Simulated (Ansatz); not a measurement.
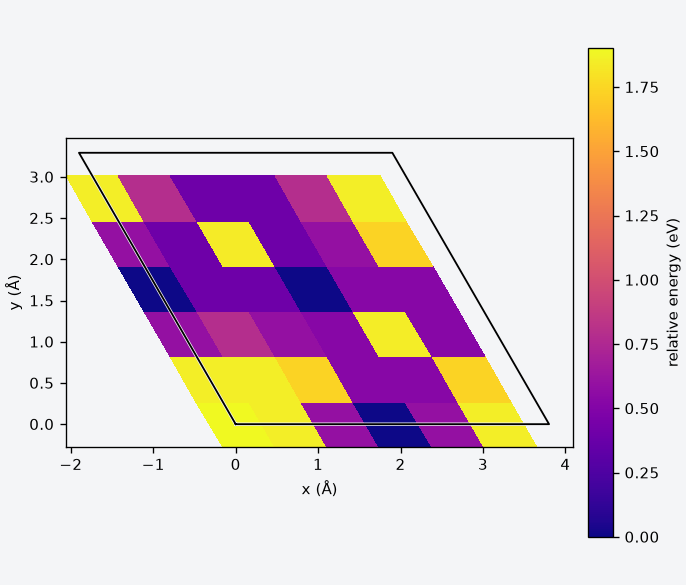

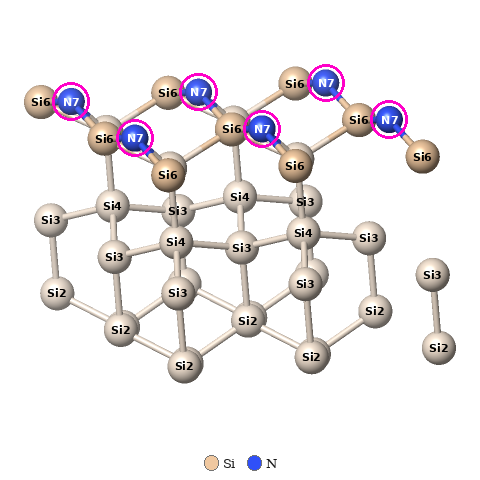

Energy landscape of N on a Si(001) slab cut from the P6_3/mmc phase, its upper half relaxed before the scan (6 atoms of substrate and one adsorbate in a 1 × 1 cell). N is moved over the surface cell; relaxed at each place: the height of the adsorbate's atoms; substrate rigid; the origin of the map has the adsorbate above Si6. Places are given modulo a cell vector. The map is drawn in real space over the plane of the surface. Grid: 6 × 6 points; 10 points were computed and 26 follow by symmetry. Energies: eV, counted from the lowest grid point. At some places the adsorbate sinks to or below the level of the top layer. The magnetic moment jumps between some neighbouring points. With one adsorbate in each 1 × 1 cell, its nearest image is 3.8 Å away, so neighbouring adsorbates interact. Computed with DFT LDA, scalar-relativistic, plane waves, PAW (Ansatz 0.2.0). Settings: cutoff 420 eV, k-mesh 9×9×1, gaussian smearing 0.05 eV, spin-polarised.

The picture shows one coloured cell a grid point, the outline of one cell of the plane. The second picture is the structure at the lowest point; rings mark the moved atoms.

Q: Describe this landscape.

A: The lowest grid point is at a bridge site between two Si atoms, (0/6, 3/6) of the cell vectors. The same energy is found at a bridge site between two Si atoms, (3/6, 0/6) of the cell vectors; a bridge site between two Si atoms, (3/6, 3/6) of the cell vectors. The highest grid point, the top site over a surface Si atom, (0/6, 0/6) of the cell vectors, lies 1.90 eV above the lowest. At the lowest point the adsorbate has 1 Si at 1.68 Å as nearest neighbours, at the highest 1 Si at 1.72 Å. Its relaxed height above the top atom is 0.61 Å at the lowest and 1.72 Å at the highest point.

The values on the grid:

```tsv
second ↓, first →	0/6	1/6	2/6	3/6	4/6	5/6
5/6	1.85	0.78	0.40	0.40	0.78	1.85
4/6	0.59	0.40	1.84	0.40	0.59	1.73
3/6	0.00	0.40	0.40	0.00	0.52	0.52
2/6	0.59	0.78	0.59	0.52	1.84	0.52
1/6	1.85	1.85	1.73	0.52	0.52	1.73
0/6	1.90	1.85	0.59	0.00	0.59	1.85
```

The whole map (10 points run) took 17 min on 1 thread of AMD EPYC 9R45 96-Core Processor (Zen 5) (shared host).
